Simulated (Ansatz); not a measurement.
**Hf2S5: density, localisation and related maps**

Input file:

```
crystal:
  lattice:
    - [-4.906776, 3.565661, -0.016242]
    - [-4.906759, -3.565636, -0.015284]
    - [-1.124716, -0.001211, 9.065143]
  atoms:
    - { symbol: Hf, position: [0.740350797, 0.9897771372, 0.6542065749] }
    - { symbol: Hf, position: [0.2396442276, 0.4904081401, 0.6544658964] }
    - { symbol: Hf, position: [0.2670634022, 0.0168822145, 0.3325217963] }
    - { symbol: Hf, position: [0.7842426597, 0.5340462429, 0.332108118] }
    - { symbol: S, position: [0.4236470889, 0.6577498485, 0.1854213716] }
    - { symbol: S, position: [0.9078472608, 0.1735407022, 0.1854530415] }
    - { symbol: S, position: [0.5774058344, 0.327193122, 0.8224252503] }
    - { symbol: S, position: [0.9708877174, 0.7210959878, 0.8299112319] }
    - { symbol: S, position: [0.0123313575, 0.7622272477, 0.4508323583] }
    - { symbol: S, position: [0.5019618768, 0.7513249733, 0.548788719] }
    - { symbol: S, position: [0.0017846397, 0.2518168483, 0.5487798906] }
    - { symbol: S, position: [0.3649841469, 0.1148038249, 0.8219229008] }
    - { symbol: S, position: [0.6604105795, 0.9275223541, 0.1866680096] }
    - { symbol: S, position: [0.1776345598, 0.4103238532, 0.1866413312] }
basis:
  ecutwfc: 500
kpoints:
  mp_grid: { grid: [6, 6, 4] }
hamiltonian:
  xc: r2scan
scf:
  occupations: { method: gaussian, width: 0.1 }
  n_extra_bands: 8
output:
  forces: true
  stress: true
  eigenvalues: true
  populations: true
  dos:
    method: { smearing: { sigma: 0.1, scheme: gaussian } }
    projected: true
    de: 0.02
  write_density: true
  write_potential: true
  elf: true
  volumetric_format: npy
```

Command:

```sh
ansatz run input.yaml --threads 4 --pin off --max-ram 9216MiB --backend cpu --events-out ev --progress --plain --runs-dir out
```

Below, planes, directions and counts refer to the conventional cell (a = 9.81 Å, b = 7.13 Å, c = 9.13 Å, α = 89.98°, β = 96.89°, γ = 90.00°).

Space group Cm; a generated structure, not necessarily the stable one.

Computed with Ansatz 0.2.0, DFT r2SCAN, scalar-relativistic, plane waves, PAW.

The density is the valence pseudo-density of a PAW calculation; it isn't the true density close to the nuclei.

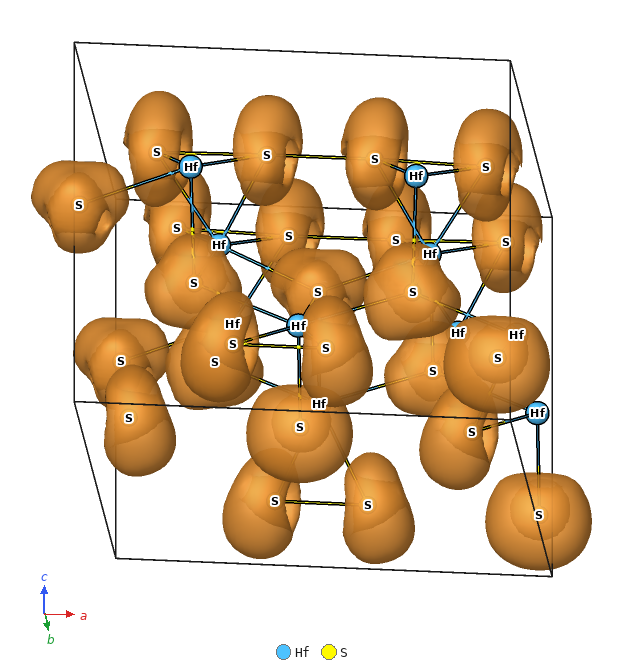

Figure 1. Isosurface of the ELF at 0.8 (orange), seen at an oblique angle. Core shells and regions of very low density are left out. Sticks mark near contacts.

Identify the bonds, lone pairs and shells in this picture.

Answer. The ELF exceeds this value in 20 regions wrapped around S (the valence shell of each), counted in one cell of 28 atoms. Any copies at cell faces, edges or corners count once. Along the contacts the grid gives the following. S–S (2.08 Å): the ELF peaks at about 0.75 between the atoms. Hf–S (2.39 Å): the ELF peaks at about 0.85 in the valence shell of S, 0.8 Å from its nucleus, and is about 0.45 at the midpoint.

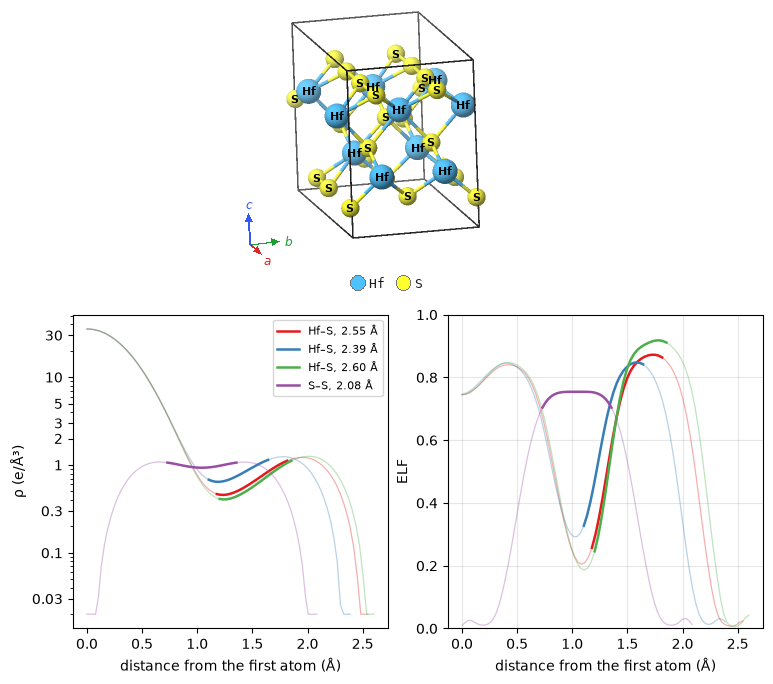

Figure 2. Valence pseudo-density and electron localisation function along straight lines between neighbouring atoms. Thin, pale parts lie inside the atomic spheres. The structure is drawn too.

What can be read from the curves?

Answer. Hf–S (2.55 Å): ρ is about 0.46 e/Å³ halfway; the ELF peaks at about 0.85 in the valence shell of S, 0.8 Å from its nucleus, and is about 0.40 at the midpoint.
Hf–S (2.39 Å): ρ at the midpoint is about 0.64 e/Å³; the ELF peaks at about 0.85 in the valence shell of S, 0.8 Å from its nucleus, and is about 0.45 at the midpoint.
Hf–S (2.60 Å): ρ at the midpoint is about 0.41 e/Å³; the ELF peaks at about 0.90 in the valence shell of S, 0.8 Å from its nucleus, and is about 0.45 at the midpoint.
S–S (2.08 Å): the density is about 0.93 e/Å³ at the midpoint; the ELF peaks at about 0.75 between the atoms.

Metal or insulator at this level of theory?

Answer. It is gapless in this calculation (a metal or semimetal).
